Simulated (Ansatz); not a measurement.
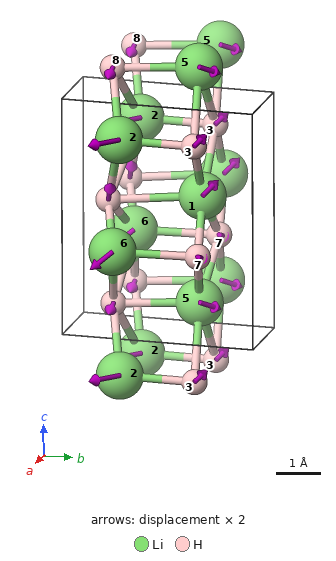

A relaxation of solid LiH (built on the TlCl-63 type type). The starting structure is drawn; purple arrows show the displacements (the part carried along by the change of the cell is left out), 2 times their true length.

Style: ball-and-stick. Shown: the cell of the calculation, reduced to other axes, slightly off an axis. Lengths and directions refer to the drawn axes.

Case: shaken.

The calculation used DFT, PBEsol, plane waves, PAW in Ansatz 0.2.0. Settings: plane-wave cutoff 420 eV; k-point mesh 6 × 6 × 4; occupations fermi dirac; smearing width 0.05 eV; no spin polarisation; cell and atoms relaxed; force threshold 0.01 eV/Å; at most 120 steps.

Q: What did the optimiser do to the structure, and how much energy did it gain?

A: After 8 accepted moves (10 points after the start) the energy has fallen by 162 meV per atom. The largest force component goes from 1 to 0.00013 eV/Å. Pressure: 2.39 GPa at the start and 0.00 GPa at the end. The SCF was repeated twice at an unchanged geometry on a basis and grid sized afresh for the cell, which shifted the energy by 0.6 meV per atom at most. The largest move relative to the cell is that of a Li atom, 0.51 Å roughly along [3 −1 0]. By element the largest moves are Li 0.51 Å, H 0.38 Å. Cell: a 2.729 → 2.815 Å (+3.1 %), b 4.830 → 4.874 Å (+0.9 %), c 5.501 → 5.630 Å (+2.3 %), α 89.3° → 90.0°, β 89.1° → 90.0°, γ 74.8° → 54.7°. Volume −9.9 %. Near-neighbour distances that change, for instance: H–Li 3.264 → 1.990 Å, H–Li 3.016 → 1.990 Å, H–Li 2.987 → 1.990 Å, H–Li 2.811 → 1.990 Å. Bond angles that change, for instance: H–Li–H 156.2° → 180.0°, Li–H–Li 161.8° → 180.0°, Li–H–Li 107.2° → 90.0°. The space group (tolerance 0.01 Å) goes from P1 (No. 1) to Fm-3m (No. 225). Cost: 30 s on 2 threads of Arm Neoverse V2, with other jobs on the host, peak memory 0.39 GiB.
